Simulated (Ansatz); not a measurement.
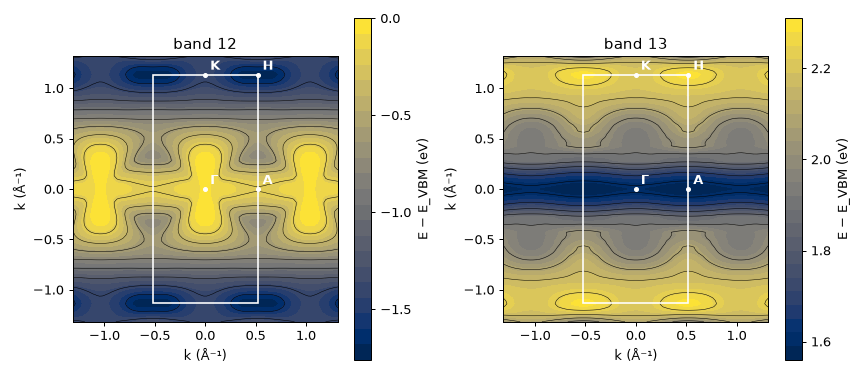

Two bands of ZrS₂ (P-3m1) over the plane through Γ, A and K: the highest mostly filled and the lowest mostly empty one.

These are results of DFT PBE, scalar-relativistic, plane waves, PAW; levels and slopes on a dense k mesh at the converged density in Ansatz, not measurements. No spin polarisation. Mesh 24×24×14, interpolated with the band slopes. Cell and positions as given, without relaxation. The cell comes from a database of computed structures, not from a measurement.

Question: Give both levels and their distance at the named points.

Answer:
| point | lower band (eV) | upper band (eV) | distance (eV) |
| --- | --- | --- | --- |
| Γ | −0.05 | 1.59 | 1.64 |
| A | −0.19 | 1.56 | 1.75 |
| K | −1.42 | 2.20 | 3.61 |
| H | −1.75 | 2.29 | 4.04 |

Question: Where are the band edges of the whole zone?

Answer: The valence band has six equivalent maxima on the K–Γ line, nearly flat in one direction, with masses 0.40 and 1.17 mₑ across; the conduction band has three equivalent minima at L, principal masses 0.32, 1.07 and 2.86 mₑ. The gap is indirect, 1.03 eV at this level of theory, which underestimates gaps and can reorder valleys that lie close.

Spin-orbit coupling, left out here, can change the gap, its kind, the place of the band edges and the masses, since the compound holds Zr.
